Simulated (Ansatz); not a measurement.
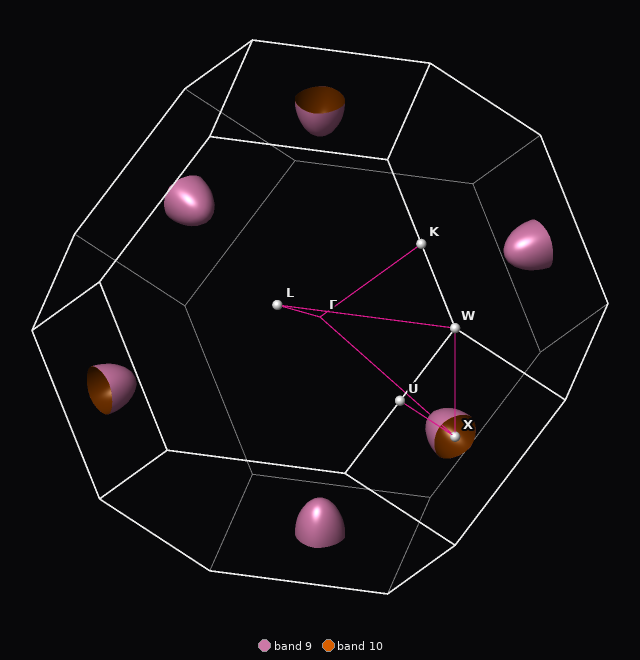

Constant-energy surfaces of SiC (space group F-43m, No. 216), 0.30 eV above the conduction-band minimum (one colour a band).

Theory: Ansatz 0.2.0, DFT PBE, spin-orbit coupling, plane waves, PAW; levels and slopes on a dense k mesh at the converged density. Non-magnetic. k mesh for the levels: 28×28×28. Cell and positions as given, without relaxation (residual pressure 3 GPa).

Masses come from a second pass at points close to the extrema; at the energies drawn a band may no longer be parabolic.

### Describe the band extrema that these surfaces surround.

Band 9 forms the conduction edge; band 10 meets it there. Within this energy: three equivalent minima at X, principal masses 0.23, 0.23 and 0.67 mₑ.

### And the gap?

The gap is indirect, 1.35 eV at this level of theory (semilocal functionals give gaps that are too small, and can reorder valleys that lie close).

Where one band's surface lies inside another's, the outer one hides all or part of it.

Time for the whole run: 74 s on 1 thread of Intel(R) Xeon(R) Platinum 8259CL CPU @ 2.50GHz (Skylake/Cascade Lake), on a shared host, peak memory 0.52 GiB.
